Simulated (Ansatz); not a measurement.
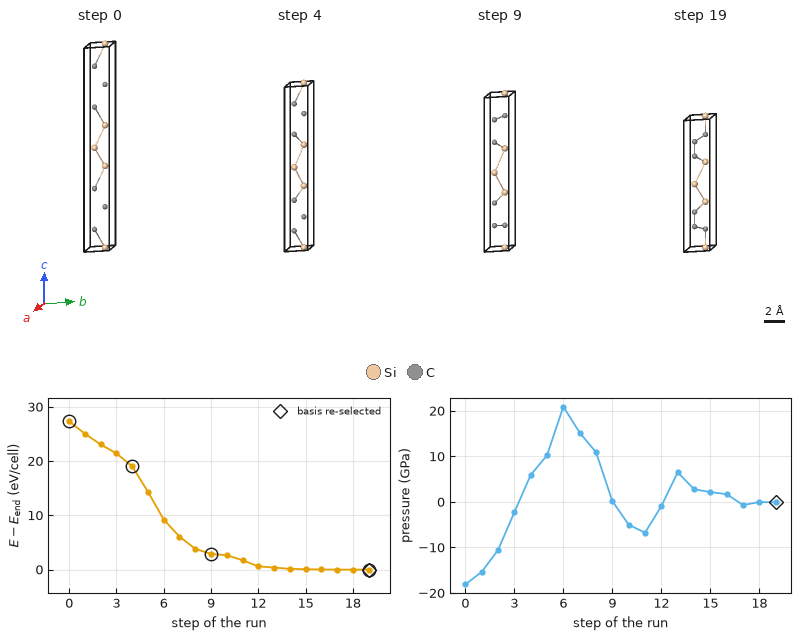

Frames of a relaxation of a crystal of Si2C3 (a generated structure, set up in P-6m2) (coarse preliminary run), marked on the history of the run. The picture is a ball-and-stick view of the cell of the calculation, seen slightly off an axis.

All numbers below come from DFT PBE, scalar-relativistic, plane waves, PAW in Ansatz 0.2.0.

Input
```yaml
crystal:
  lattice:
    - [2.70913224, 0.0, 0.0]
    - [-1.35456612, 2.34617734, 0.0]
    - [0.0, 0.0, 21.65931143]
  atoms:
    - { symbol: Si, position: [0.33333333, 0.66666667, 0.0] }
    - { symbol: Si, position: [0.33333333, 0.66666667, 0.4] }
    - { symbol: Si, position: [0.33333333, 0.66666667, 0.6] }
    - { symbol: Si, position: [0.66666667, 0.33333333, 0.5] }
    - { symbol: C, position: [0.33333333, 0.66666667, 0.2] }
    - { symbol: C, position: [0.33333333, 0.66666667, 0.8] }
    - { symbol: C, position: [0.66666667, 0.33333333, 0.1] }
    - { symbol: C, position: [0.66666667, 0.33333333, 0.3] }
    - { symbol: C, position: [0.66666667, 0.33333333, 0.7] }
    - { symbol: C, position: [0.66666667, 0.33333333, 0.9] }
basis:
  ecutwfc: 420
kpoints:
  mp_grid: { grid: [6, 6, 1] }
hamiltonian:
  xc: pbe
scf:
  occupations: { method: gaussian, width: 0.1 }
  lower_state_search: "off"
output:
  forces: true
  stress: true
  eigenvalues: true
relax:
  adjacent_minimum: "off"
  f_tol: 0.04
  max_steps: 70
  cell: { stress_tol: 0.4 }
```

Run as
```bash
ansatz run input.yaml --threads 1 --pin off --max-ram 2560MiB --backend cpu --events-out ev --progress --plain --runs-dir out
```

Q: What happens along the run?

A: The largest moves relative to the cell, 1.08 Å, are those of C7 and C10. C10 goes along −c. By element the largest moves are C 1.08 Å, Si 0.71 Å. The volume changes by −32.3 %, with a = b 2.709 → 2.774 Å (+2.4 %), c 21.659 → 13.978 Å (−35.5 %). Near-neighbour distances that change, for instance: C7–C8 4.332 → 1.551 Å, Si1–C5 4.332 → 1.970 Å, C5–C7 2.672 → 1.680 Å, Si2–C8 2.672 → 1.814 Å. New bonds form, among them: C5–C7 (2.67 → 1.68 Å), C6–C10 (2.67 → 1.68 Å), C7–C8 (4.33 → 1.55 Å), C9–C10 (4.33 → 1.55 Å). The space group stays P-6m2 (No. 187). After 18 accepted moves (19 points after the start) the energy has fallen by 27.305 eV per cell of the calculation. The largest force component goes from 1.7 to 0.026 eV/Å. Pressure: −18.11 GPa at the start and −0.08 GPa at the end. The SCF was repeated once at an unchanged geometry on a basis and grid sized afresh for the cell, which shifted the energy by 8.1 meV per cell of the calculation at most. From step 0 to 4: Si atoms move most (0.44 Å), volume −30.9 %, energy −8.270 eV per cell of the calculation. From step 4 to 9: C atoms move most (0.70 Å), volume +6.9 %, energy −16.158 eV per cell of the calculation. From step 9 to 19: C atoms move most (0.29 Å), volume −8.4 %, energy −2.877 eV per cell of the calculation.

| step | E − E(0), meV/atom | largest force component, eV/Å | pressure, GPa | volume, Å³/atom | note |
| --- | --- | --- | --- | --- | --- |
| 0 | 0.00 | 1.6975 | -18.11 | 13.767 |  |
| 1 | -225.91 | 2.2759 | -15.36 | 12.215 |  |
| 2 | -424.56 | 2.3652 | -10.58 | 11.043 |  |
| 3 | -588.64 | 1.8108 | -2.29 | 10.175 |  |
| 4 | -826.96 | 4.8488 | 5.91 | 9.515 |  |
| 5 | -1297.18 | 7.3313 | 10.23 | 9.190 |  |
| 6 | -1807.91 | 6.6268 | 20.92 | 8.867 |  |
| 7 | -2122.62 | 3.8428 | 15.21 | 9.141 |  |
| 8 | -2347.01 | 2.4179 | 10.91 | 9.516 |  |
| 9 | -2442.79 | 0.6187 | 0.18 | 10.172 |  |
| 10 | -2465.84 | 0.9542 | -4.99 | 10.280 |  |
| 11 | -2558.16 | 2.1132 | -6.75 | 10.114 |  |
| 12 | -2671.49 | 1.8372 | -0.92 | 9.800 |  |
| 13 | -2693.23 | 1.6106 | 6.51 | 9.329 |  |
| 14 | -2717.17 | 0.6342 | 2.79 | 9.342 |  |
| 15 | -2724.19 | 1.1655 | 2.17 | 9.259 |  |
| 16 | -2728.72 | 0.5202 | 1.69 | 9.201 |  |
| 17 | -2731.08 | 0.1647 | -0.67 | 9.346 |  |
| 18 | -2731.33 | 0.0254 | -0.02 | 9.315 |  |
| 19 | -2730.52 | 0.0260 | -0.08 | 9.315 | same geometry, new basis |

Limits of the set-up: the k-point mesh is coarse for a cell with partly filled bands.
